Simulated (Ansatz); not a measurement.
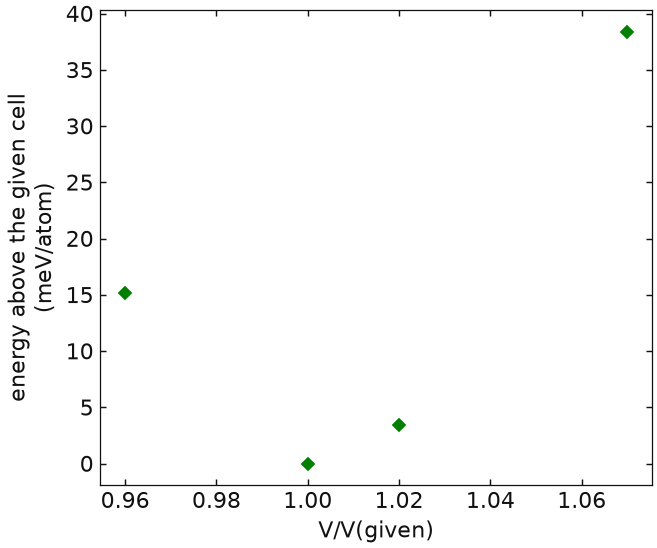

Plotted: energy above the given cell against V/V(given) for ZrO₂, space group Fm-3m (No. 225) (cell built by us, not taken from a database).

Starting cell:
```xyz
3
Lattice="0.0000 2.5446 2.5446 2.5446 0.0000 2.5446 2.5446 2.5446 0.0000" Properties=species:S:1:pos:R:3 pbc="T T T"
Zr    0.0000    0.0000    0.0000
O     1.2723    1.2723    1.2723
O     3.8170    3.8170    3.8170
```

Computed with Ansatz 0.2.0: plane-wave density functional theory, PAW datasets, Gaussian smearing 0.05 eV: equation of state, the given cell scaled in volume with shape and atoms relaxed at each volume; third-order Birch-Murnaghan fit. Level: r2SCAN, no spin polarisation.

```csv
setting,value
PAW set,soft_2
wave cutoff,500 eV
k mesh,8×8×8
symmetry use,detected
```

V(given) is 10.98 Å³/atom.

The points at V/V(given) 0.98 and 1.04 are left out of the plot. What values does the calculation give there?

```csv
V/V(given),energy above the given cell (meV/atom)
0.98,3.66
1.04,13.16
```
